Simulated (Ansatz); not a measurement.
**Run report: PbO2, single-point calculation**

- system: PbO2 (P4₂/mnm, 6 atoms in the cell)
- method: DFT PBE, scalar-relativistic, plane waves, PAW, no spin polarisation (Ansatz 0.2.0)

The structure was built on a prototype by a generator; it need not be a known phase. It belongs to a series of runs on one base structure; here: bulk in the cell of the (1 0 0) plane.

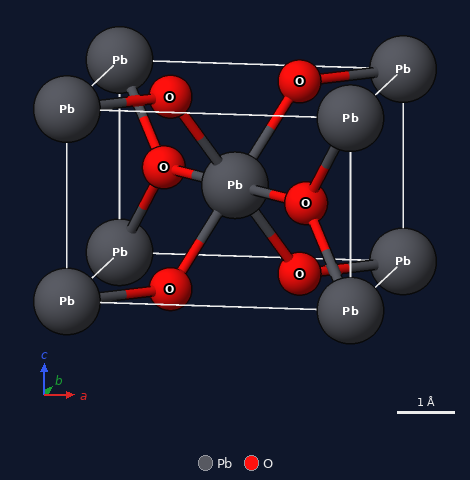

Figure 1. The input geometry (ball-and-stick view of the cell of the calculation, set on other vectors, seen slightly off an axis).

Input file:
```yaml
crystal:
  lattice:
    - [3.442295528, 0.0, 0.0]
    - [0.0, 5.0826195414, 0.0]
    - [0.0, 0.0, 5.0826195414]
  atoms:
    - { symbol: Pb, position: [0.0, 0.0, 0.0] }
    - { symbol: Pb, position: [0.5, 0.5, 0.5] }
    - { symbol: O, position: [0.0, 0.3080033117, 0.3080033117] }
    - { symbol: O, position: [0.5, 0.1919966883, 0.8080033117] }
    - { symbol: O, position: [0.5, 0.8080033117, 0.1919966883] }
    - { symbol: O, position: [0.0, 0.6919966883, 0.6919966883] }
basis:
  ecutwfc: 420
kpoints:
  mp_grid: { grid: [10, 7, 7] }
hamiltonian:
  xc: pbe
scf:
  occupations: { method: gaussian, width: 0.1 }
output:
  forces: true
  stress: true
  eigenvalues: true
```

Run on 2 threads of Arm Neoverse N1, 24 GiB of memory available, shared host.

Command:
```bash
ansatz run input.yaml --threads 2 --pin off --max-ram 5632MiB --backend cpu --events-out ev --progress --plain --runs-dir out
```

Output:
```
Engine: ansatz 0.2.0, aarch64-unknown-linux-gnu
Pseudopotentials: kind: paw
Pseudopotential: Pb, paw, valence charge 14, recommended cutoff 420 eV (normal), Pb.paw.azcp
Pseudopotential: O, paw, valence charge 6, recommended cutoff 420 eV (normal), O.paw.azcp
Functional definition: PBE
  parameter kappa = 0.804
  parameter beta = 0.06672455060314922
  exchange = pbe_x(kappa = kappa, mu = beta*pi^2/3)
  correlation = pbe_c(beta = beta)
Crystal: 6 atoms, lattice volume = 88.925 Å³
Basis set: ecut = 420 eV, 1747 PW (Γ), exchange–correlation on 48×72×72 points (8 copies of the dense FFT grid, shifted against one another)
Bands: 32, of which v1, the nominal top of the filled ones, is band 26 counted from 1 (25 counted from 0)
Symmetry: 16 space group operations
Space group: P42/mnm (ITA 136), of the structure as read, at distance tolerance 4.5e-5 Å
k-points: 60 of 490
Non-local potential: Pb, projectors of the file, l = 0: 2, l = 1: 2, l = 2: 2, l = 3: 2
Non-local potential: O, projectors of the file, l = 0: 2, l = 1: 2, l = 2: 1
PAW form: soft (Blöchl's): semilocal exchange-correlation on the pseudo side does not see the compensation charge
PAW one-centre angular grid: Pb, 590 points (default); XC on 64 Gauss nodes
PAW one-centre angular grid: O, 110 points (default); XC on 64 Gauss nodes
Initial density: superposition of atomic densities (neutral atoms: chi_scale 0, normalization atom), corrected by the library's trained network
Initial wavefunctions: pseudopotential atomic-orbital guess
Functional: x = pbe(κ = 0.804, μ = 0.2195149727645171), c = pbe(β = 0.06672455060314922)
SCF iter   1: F=—  HF=-26077.458601 eV  |F-HF|=—  |Δ(HF+E_count)|=         —  Δρ=3.69e-3  dr2=9.03e-3  ethr=1.77e-3  ⟨swp⟩=6.2  Hψ=8522  notcnv=0  defer=2
preconditioner: auto → Kerker (q_TF=auto, 2.495 Å⁻¹)  [metal: Δε(μ)=0.007 eV  Ē_g=15.935 eV  σ=0.100 eV  W_gap=0.04  n_scr=22 (ndim 8)  ℏωp=28.4 eV  f_vac=0.069  D(μ)=0.51/eV (n_scr^D=0)]
SCF iter   2: F=—  HF=-26077.459137 eV  |F-HF|=—  |Δ(HF+E_count)|=   5.36e-4  Δρ=1.52e-3  dr2=1.30e-3  ethr=1.74e-5  ⟨swp⟩=2.1  Hψ=3931  notcnv=0  defer=3
SCF iter   3: F=—  HF=-26077.459516 eV  |F-HF|=—  |Δ(HF+E_count)|=   3.78e-4  Δρ=7.30e-4  dr2=5.42e-4  ethr=2.49e-6  ⟨swp⟩=1.1  Hψ=1831  notcnv=0  defer=3
SCF iter   4: F=—  HF=-26077.459736 eV  |F-HF|=—  |Δ(HF+E_count)|=   2.20e-4  Δρ=2.06e-4  dr2=5.73e-5  ethr=1.04e-6  ⟨swp⟩=2.1  Hψ=2611  notcnv=0  defer=3
SCF iter   5: F=—  HF=-26077.459542 eV  |F-HF|=—  |Δ(HF+E_count)|=   1.94e-4  Δρ=5.41e-5  dr2=4.85e-6  ethr=1.10e-7  ⟨swp⟩=2.0  Hψ=2568  notcnv=0  defer=3
SCF iter   6: F=—  HF=-26077.459544 eV  |F-HF|=—  |Δ(HF+E_count)|=   2.23e-6  Δρ=2.14e-5  dr2=6.58e-7  ethr=9.32e-9  ⟨swp⟩=2.0  Hψ=3010  notcnv=0  defer=3
SCF iter   7: F=-26077.459544 eV  HF=-26077.459544 eV  |F-HF|=5.11e-8  |Δ(HF+E_count)|=   4.42e-7  Δρ=5.75e-6  dr2=4.48e-8  ethr=1.92e-10  ⟨swp⟩=10.5  Hψ=10315  notcnv=0
SCF 1 converged in 7 iterations: F = -26077.459544 eV  dr2 = 4.48e-8
  greatest PAW one-centre occupation: 0.987 electrons in one spin orbital (limit 2), on the Pb atom at site 0 (counted from 0), in its partial waves of l = 2
SCF converged after 7 iterations
Free energy (F): -26077.459544 eV
Harris-Foulkes:  -26077.459544 eV  (|F-HF|=5.11e-8)
Internal energy: -26077.456967 eV  (E = F + TS)
E sigma→0 (E₀):  -26077.458255 eV
Entropy (-TS):   -0.002578 eV (-0.430 meV/atom)
Fermi energy:    7.300163 eV
--- Per-component energies (eV) ---
  E_band       = -117.394866
  E_kinetic    = 1276.378896
  E_local      = -3526.809761  (includes V_loc(G=0)·N_el)
  E_nonlocal   = 903.221112
  E_hartree    = 1353.173414
  E_xc         = -725.697066
  E_vxc        = -628.756336  (∫ρ·V_xc dr)
  E_paw        = -21465.989819  (= ΣΔE_a)
  E_vpaw       = -847.787853  (= ΣTr[D̂ρ^β])
  E_aug_tail   = 0.009471  (compensation charges beyond the density's cutoff)
  E_ewald      = -3891.743214
  E_smearing   = -0.002578  (= −TS)
  E_closure    = 0.000000  (closes the sum)
  Σ components = -26077.459544   (vs F -26077.459544, Δ=0.00e0)
--- Forces (eV/Å), atoms counted from 1 ---
  atom   1  Pb     0.00000000    -0.00000000    -0.00000000
  atom   2  Pb     0.00000000     0.00000000    -0.00000000
  atom   3  O      0.00000000    -0.00056680    -0.00056680
  atom   4  O     -0.00000000     0.00056680    -0.00056680
  atom   5  O      0.00000000    -0.00056680     0.00056680
  atom   6  O     -0.00000000     0.00056680     0.00056680
  max |Σ_I F_I| component: 5.20e-18 eV/Å
--- Stress (GPa, compression-positive) ---
        0.004588      -0.000000       0.000000
       -0.000000      -0.029590       0.000000
        0.000000       0.000000      -0.029590
  P = ⅓ Tr σ = -0.0182 GPa (-0.182 kbar)
--- Band table (eV; the first three rows and the last of 60) ---
  k-point 0: bands = ["-10.7009", "-10.6624", "-9.1054", "-9.1054", "-8.2257", "-8.0726", "-8.0411", "-8.0411", "-7.8902", "-7.8048", "-7.7719", "-7.7448", "-7.7448", "-5.8280", "-0.6262", "4.1238", "4.1495", "4.1495", "4.9630", "5.3587", "5.5763", "6.5552", "6.6481", "6.6481", "6.7262", "6.7262", "7.3635", "11.1675", "13.0365", "13.0365", "16.8103", "16.9837"]
  k-point 1: bands = ["-10.6547", "-10.6311", "-9.2850", "-9.2043", "-8.0448", "-8.0396", "-8.0389", "-8.0388", "-7.8830", "-7.7770", "-7.7591", "-7.7476", "-7.7475", "-5.9022", "-0.5008", "3.3947", "4.1895", "4.2363", "5.4143", "5.4164", "5.5003", "6.3816", "6.6400", "6.6449", "6.7460", "7.0933", "7.2981", "11.0007", "13.1176", "13.1500", "16.7056", "17.1413"]
  k-point 2: bands = ["-10.5429", "-10.5316", "-9.5780", "-9.4398", "-8.0338", "-8.0334", "-7.9909", "-7.9140", "-7.8636", "-7.7908", "-7.7541", "-7.7537", "-7.4346", "-6.1275", "-0.1204", "2.3366", "4.3774", "4.4676", "5.2863", "5.4346", "5.5842", "6.3321", "6.6267", "6.6368", "6.7984", "7.1111", "7.9012", "10.5289", "13.3387", "13.4049", "16.5712", "17.2082"]
  k-point 59: bands = ["-10.3920", "-10.3189", "-9.9290", "-9.8128", "-7.8959", "-7.8922", "-7.7962", "-7.7952", "-7.7497", "-7.7444", "-7.4994", "-7.3732", "-6.2530", "-6.1690", "-0.3704", "-0.3130", "3.5392", "3.5557", "4.5248", "5.3370", "5.3727", "6.1235", "6.6133", "6.6350", "6.7646", "6.7793", "9.8972", "9.9291", "15.1410", "15.4717", "16.5481", "16.8548"]
```

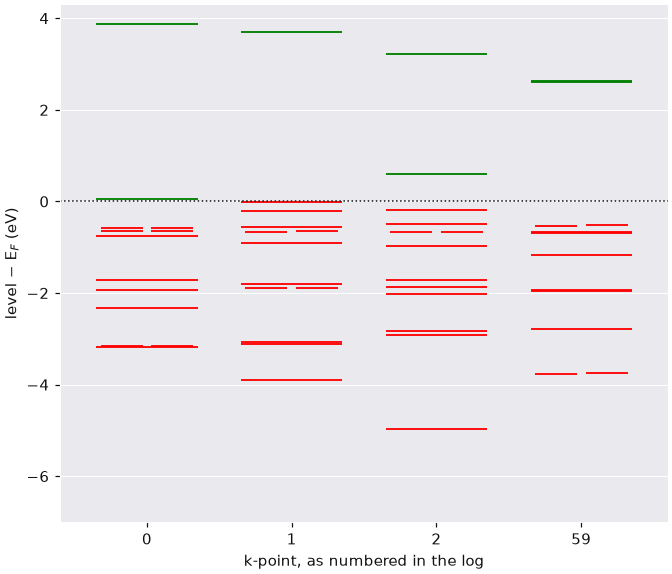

Figure 2. Kohn–Sham levels near the Fermi level (dotted) at the few k-points that the log prints; levels within 0.02 eV of each other stand side by side. The system is metallic on the full mesh.

Key numbers:

| quantity | value |
| --- | --- |
| outcome | converged |
| space group (tolerance 0.01 Å) | P4₂/mnm (136) |
| electrons treated | 52 |
| free energy | −26077.4595 eV |
| Fermi energy | 7.300 eV |
| gap on the k-point mesh | none (metallic) |
| pressure | −0.02 GPa |
| largest force (length of the vector) | 0.001 eV/Å |
| wall time | 7.7 s (CPU time 15 s) |
| peak memory | 0.41 GiB |

Remarks:

Spin–orbit coupling is left out, which matters for Pb.
